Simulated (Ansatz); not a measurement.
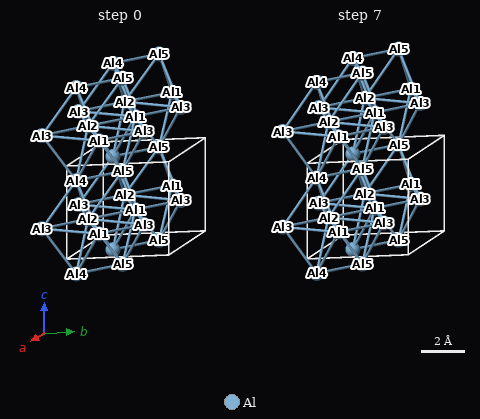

The structure of a crystal of Al (built on the random type) before (left) and after (right) a relaxation, at one scale.

The picture is a ball-and-stick view of the cell of the calculation, repeated 2 × 1 × 2 with one cell outlined, seen slightly off an axis.

Case: random cell with space group P3 (No. 143).

Method: DFT PBE, scalar-relativistic, plane waves, PAW in Ansatz.

The input:
```yaml
crystal:
  lattice:
    - [4.8739658899, 0.0, 0.0]
    - [-2.4369829449, 4.2209782778, 0.0]
    - [0.0, 0.0, 4.5326129127]
  atoms:
    - { symbol: Al, position: [0.0, 0.6728396781, 0.5] }
    - { symbol: Al, position: [0.3271603219, 0.3271603219, 0.5] }
    - { symbol: Al, position: [0.6728396781, 0.0, 0.5] }
    - { symbol: Al, position: [0.6666666667, 0.3333333333, 0.0] }
    - { symbol: Al, position: [0.3333333333, 0.6666666667, 0.0] }
basis:
  ecutwfc: 420
kpoints:
  mp_grid: { grid: [9, 9, 8] }
hamiltonian:
  xc: pbe
scf:
  occupations: { method: gaussian, width: 0.1 }
output:
  forces: true
  stress: true
  eigenvalues: true
relax:
  adjacent_minimum: "off"
  f_tol: 0.01
  max_steps: 80
  cell: { stress_tol: 0.05 }
```

What changed between the two?

After 5 accepted moves (7 points after the start) the energy has fallen by 4.9 meV per atom. Largest force component: 0.04 eV/Å at the start, 0.00017 eV/Å at the end. The pressure goes from 0.30 to 0.01 GPa. The line search rejected the trial step at point 2 of the run. The SCF was repeated once at an unchanged geometry on a basis and grid sized afresh for the cell, which shifted the energy by 0.1 meV per atom at most. The largest moves relative to the cell, 0.019 Å, are those of Al1, Al2 and Al3. Al2 goes along [1 1 0]. The drawn cell changes as follows: a = b 4.874 → 4.826 Å (−1.0 %), c 4.533 → 4.651 Å (+2.6 %); the volume changes by +0.6 %. Among the contacts that change: Al1–Al2 2.840 → 2.795 Å, Al1–Al4 2.797 → 2.831 Å, Al4–Al5 2.814 → 2.786 Å, Al1–Al2 (another image) 2.762 → 2.768 Å. The space group stays P-62m (No. 189). The run took about 70 core-seconds on a shared host.
